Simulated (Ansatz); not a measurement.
## Nb: single-point calculation (part 2 of 2)

Nb (slab, 5 atoms in the cell); DFT, PBEsol, all-electron LAPW, scalar-relativistic, no spin polarisation (Ansatz 0.2.0); 12×12×1 k-mesh, Fermi–Dirac smearing of 0.1 eV. 

## Output, continued
```
  k-point 42: bands = ["-335.5293", "-335.5293", "-335.5216", "-335.5216", "-335.5113", "-335.5113", "-335.1158", "-335.1158", "-335.1055", "-335.1055", "-335.1030", "-335.1030", "-335.0492", "-335.0421", "-335.0388", "-185.3864", "-185.3864", "-185.3816", "-185.3816", "-185.3777", "-185.3777", "-185.3668", "-185.3668", "-185.3599", "-185.3599", "-184.9791", "-184.9791", "-184.9746", "-184.9746", "-184.9607", "-184.9607", "-184.9590", "-184.9590", "-184.9527", "-184.9527", "-184.9107", "-184.9091", "-184.8981", "-184.8935", "-184.8895", "-47.2443", "-47.2441", "-46.9367", "-46.8900", "-46.7932", "-24.1159", "-24.1069", "-23.8844", "-23.7446", "-23.6337", "-23.6215", "-23.5969", "-23.5711", "-23.5408", "-23.3865", "-23.2490", "-23.2106", "-23.0279", "-22.9425", "-22.6463", "3.2694", "3.3391", "3.3724", "3.6848", "3.8740", "4.0681", "4.0751", "5.2864", "5.5401", "6.4365", "6.8968", "7.8989", "8.8160", "8.8786", "8.9204", "9.7709", "9.8561", "9.9550", "10.0382", "11.6649", "11.7466", "12.7019", "12.7689", "12.8170", "13.0488", "13.2928", "13.5356"]
--- Löwdin populations: 5 sites ---
  site symbol       q [e]
     0     Nb     40.9885
     1     Nb     40.9281
     2     Nb     40.9696
     3     Nb     40.9281
     4     Nb     40.9885
  spilling = 0.000962 (of n_electrons = 205.000000)
```

## File dos.tsv
```
# E-E_F[eV]	g_bin_mean(E)[states/eV]	N(E)
# format = ansatz-dos/2
# fermi_ev = 7.007524
# fermi_mp_grid = 12 12 1
# fermi_mp_shift = 0 0 0
# tetrahedron_fermi_ev = 6.983393
# g_bin_mean(E): the states in a bin one row spacing wide, centred on E, divided by that spacing. States that the method places at a single energy (under output.dos.method: tetrahedron, those of a tetrahedron whose four corners have one energy) are counted whole in the row whose bin holds that energy (on the edge of two bins, in the lower row). The sum of g_bin_mean over a run of rows, times the row spacing, is the number of states from half a spacing under the first of them to half a spacing over the last (a plain sum, not the trapezoid rule).
-14.000000	0.000000e0	1.200000e2
-13.800000	0.000000e0	1.200000e2
-13.600000	0.000000e0	1.200000e2
-13.400000	0.000000e0	1.200000e2
-13.200000	0.000000e0	1.200000e2
-13.000000	0.000000e0	1.200000e2
-12.800000	0.000000e0	1.200000e2
-12.600000	0.000000e0	1.200000e2
-12.400000	0.000000e0	1.200000e2
-12.200000	0.000000e0	1.200000e2
-12.000000	0.000000e0	1.200000e2
-11.800000	0.000000e0	1.200000e2
-11.600000	0.000000e0	1.200000e2
-11.400000	0.000000e0	1.200000e2
-11.200000	0.000000e0	1.200000e2
-11.000000	0.000000e0	1.200000e2
-10.800000	0.000000e0	1.200000e2
-10.600000	0.000000e0	1.200000e2
-10.400000	0.000000e0	1.200000e2
-10.200000	0.000000e0	1.200000e2
-10.000000	0.000000e0	1.200000e2
-9.800000	0.000000e0	1.200000e2
-9.600000	0.000000e0	1.200000e2
-9.400000	0.000000e0	1.200000e2
-9.200000	0.000000e0	1.200000e2
-9.000000	0.000000e0	1.200000e2
-8.800000	0.000000e0	1.200000e2
-8.600000	0.000000e0	1.200000e2
-8.400000	0.000000e0	1.200000e2
-8.200000	0.000000e0	1.200000e2
-8.000000	0.000000e0	1.200000e2
-7.800000	0.000000e0	1.200000e2
-7.600000	0.000000e0	1.200000e2
-7.400000	0.000000e0	1.200000e2
-7.200000	0.000000e0	1.200000e2
-7.000000	0.000000e0	1.200000e2
-6.800000	0.000000e0	1.200000e2
-6.600000	0.000000e0	1.200000e2
-6.400000	0.000000e0	1.200000e2
-6.200000	0.000000e0	1.200000e2
-6.000000	0.000000e0	1.200000e2
-5.800000	4.852004e-4	1.200000e2
-5.600000	1.669142e-1	1.200093e2
-5.400000	2.220974e-1	1.200567e2
-5.200000	2.341581e-1	1.201006e2
-5.000000	2.796154e-1	1.201501e2
-4.800000	4.978858e-1	1.202268e2
-4.600000	5.151474e-1	1.203302e2
-4.400000	5.742417e-1	1.204392e2
-4.200000	6.299579e-1	1.205594e2
-4.000000	8.984371e-1	1.207039e2
-3.800000	1.102652e0	1.209061e2
-3.600000	3.454071e0	1.212409e2
-3.400000	4.988715e0	1.222632e2
-3.200000	4.216564e0	1.231140e2
-3.000000	6.661981e0	1.241778e2
-2.800000	7.359717e0	1.256283e2
-2.600000	6.975605e0	1.270637e2
-2.400000	6.985249e0	1.285374e2
-2.200000	3.441517e0	1.295655e2
-2.000000	2.699623e0	1.301135e2
-1.800000	3.998101e0	1.306871e2
-1.600000	1.011281e1	1.321510e2
-1.400000	1.100326e1	1.344761e2
-1.200000	7.160847e0	1.361805e2
-1.000000	7.119568e0	1.375309e2
-0.800000	5.342942e0	1.387986e2
-0.600000	7.217721e0	1.399646e2
-0.400000	8.410600e0	1.416527e2
-0.200000	9.953609e0	1.433966e2
0.000000	6.581763e0	1.451595e2
0.200000	5.043447e0	1.462641e2
0.400000	4.511615e0	1.472447e2
0.600000	3.622819e0	1.480626e2
0.800000	3.879589e0	1.487633e2
1.000000	3.568561e0	1.495300e2
1.200000	3.839189e0	1.502620e2
1.400000	4.311115e0	1.510994e2
1.600000	5.100353e0	1.520485e2
1.800000	3.929756e0	1.529531e2
2.000000	4.452208e0	1.537501e2
2.200000	5.296351e0	1.547100e2
2.400000	6.059015e0	1.558427e2
2.600000	6.918448e0	1.572281e2
2.800000	7.224795e0	1.585761e2
3.000000	8.269729e0	1.601928e2
3.200000	7.254770e0	1.616857e2
3.400000	8.381311e0	1.632875e2
3.600000	5.160786e0	1.645842e2
3.800000	6.437969e0	1.657088e2
4.000000	9.151216e0	1.672222e2
4.200000	5.939857e0	1.689053e2
4.400000	3.886263e0	1.698431e2
4.600000	3.290382e0	1.705387e2
4.800000	3.116730e0	1.711770e2
5.000000	2.979425e0	1.718037e2
5.200000	2.160243e0	1.723154e2
5.400000	1.355450e0	1.726872e2
5.600000	8.565196e-1	1.728800e2
5.800000	7.010928e-1	1.730332e2
6.000000	6.446275e-1	1.731664e2
6.200000	6.297692e-1	1.732929e2
6.400000	6.456075e-1	1.734198e2
6.600000	6.623081e-1	1.735524e2
6.800000	5.888140e-1	1.736773e2
7.000000	4.195833e-1	1.737797e2
7.200000	3.256850e-1	1.738534e2
7.400000	2.561182e-1	1.739129e2
7.600000	1.391188e-1	1.739519e2
7.800000	9.295803e-2	1.739732e2
8.000000	9.054855e-2	1.740000e2
```

## File populations.tsv
```
# site	symbol	l	j	q
# orbitals = lowdin
# n_electrons = 205.000000
# spilling = 0.000962
# projection_atom_Nb: 1s2 2s2 2p6 3s2 3p6 3d10 4s2 4p6 4d4 5s1
0	Nb	0_1S	-	1.999996
0	Nb	0_2S	-	1.999830
0	Nb	0_3S	-	1.996974
0	Nb	0_4S	-	1.946710
0	Nb	0_5S	-	0.764212
0	Nb	1_2P	-	5.999999
0	Nb	1_3P	-	5.999849
0	Nb	1_4P	-	5.971299
0	Nb	2_3D	-	9.999974
0	Nb	2_4D	-	4.309657
1	Nb	0_1S	-	1.999995
1	Nb	0_2S	-	1.999779
1	Nb	0_3S	-	1.996048
1	Nb	0_4S	-	1.930996
1	Nb	0_5S	-	0.701192
1	Nb	1_2P	-	5.999999
1	Nb	1_3P	-	5.999866
1	Nb	1_4P	-	5.975210
1	Nb	2_3D	-	9.999967
1	Nb	2_4D	-	4.325065
2	Nb	0_1S	-	1.999995
2	Nb	0_2S	-	1.999777
2	Nb	0_3S	-	1.996009
2	Nb	0_4S	-	1.930400
2	Nb	0_5S	-	0.708611
2	Nb	1_2P	-	5.999999
2	Nb	1_3P	-	5.999860
2	Nb	1_4P	-	5.973919
2	Nb	2_3D	-	9.999966
2	Nb	2_4D	-	4.361080
3	Nb	0_1S	-	1.999995
3	Nb	0_2S	-	1.999779
3	Nb	0_3S	-	1.996048
3	Nb	0_4S	-	1.930996
3	Nb	0_5S	-	0.701192
3	Nb	1_2P	-	5.999999
3	Nb	1_3P	-	5.999866
3	Nb	1_4P	-	5.975210
3	Nb	2_3D	-	9.999967
3	Nb	2_4D	-	4.325065
4	Nb	0_1S	-	1.999996
4	Nb	0_2S	-	1.999830
4	Nb	0_3S	-	1.996974
4	Nb	0_4S	-	1.946710
4	Nb	0_5S	-	0.764212
4	Nb	1_2P	-	5.999999
4	Nb	1_3P	-	5.999849
4	Nb	1_4P	-	5.971299
4	Nb	2_3D	-	9.999974
4	Nb	2_4D	-	4.309657
```

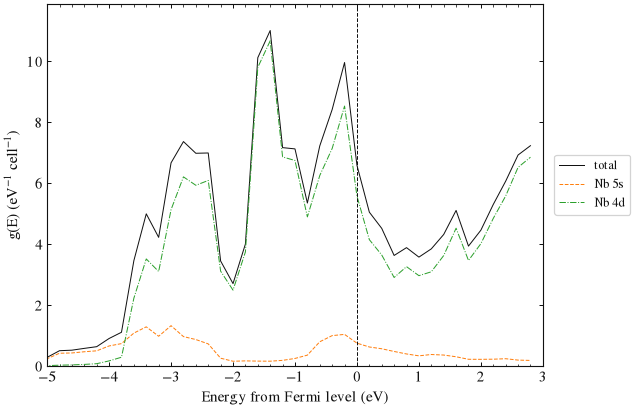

Fig. 1: Density of states (projected on atomic shells), with energies from the Fermi level. There are states at the Fermi level: a metal at this level of theory.

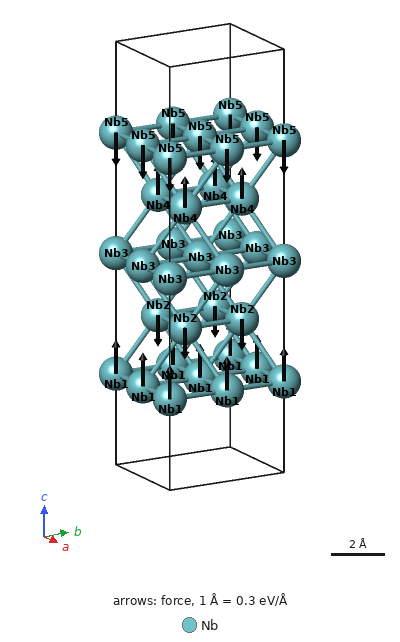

Fig. 2: Forces on the atoms as black arrows (ball-and-stick view of the 2 × 2 repeat of the cell, with the vacuum cut short, seen slightly off an axis; atoms are numbered from 1 in the order of the input). The largest act on Nb1, Nb5 (0.39 eV/Å); Nb2, Nb4 (0.36 eV/Å). The geometry is not a stationary point of this energy.

The run was set up as follows.

## Input file
```yaml
crystal:
  lattice:
    - [2.8349627735, 0.0, 0.0]
    - [-0.9449875912, 2.6728285354, 0.0]
    - [0.0, 0.0, 25.2589]
  atoms:
    - { symbol: Nb, position: [0.0, 0.0, 0.3167190646] }
    - { symbol: Nb, position: [0.5, 0.5, 0.408359532] }
    - { symbol: Nb, position: [0.0, 0.0, 0.5] }
    - { symbol: Nb, position: [0.5, 0.5, 0.591640468] }
    - { symbol: Nb, position: [0.0, 0.0, 0.6832809354] }
kpoints:
  mp_grid: { grid: [12, 12, 1] }
scf:
  occupations: { method: fermi_dirac, width: 0.1 }
hamiltonian:
  xc: pbesol
  pseudopotentials: { kind: all_electron, lapw: { basis_error: 0.001 } }
output:
  forces: true
  stress: true
  eigenvalues: true
  populations: true
  dos: { projected: true, de: 0.2, e_range: [-14, 8] }
efield:
  axis: 3
  amplitude: 0
  dipole_correction: true
```

Run as:
```bash
ansatz run input.yaml --threads 2 --pin off --max-ram 4096MiB --backend cpu --events-out ev --progress --plain --runs-dir out
```

## Results in brief

```json
{"quantity": "outcome", "value": "converged"}
{"quantity": "electrons in bands (core shells apart)", "value": "145"}
{"quantity": "free energy", "value": "−519442.4142 eV"}
{"quantity": "Fermi energy", "value": "7.008 eV"}
{"quantity": "electronic character", "value": "metal"}
{"quantity": "largest force (length of the vector)", "value": "0.392 eV/Å"}
{"quantity": "hardware", "value": "2 threads of Arm Neoverse V2, 24 GiB of memory available, shared host"}
{"quantity": "wall time", "value": "3 min (CPU time 5.9 min)"}
{"quantity": "peak memory", "value": "1 GiB"}
```
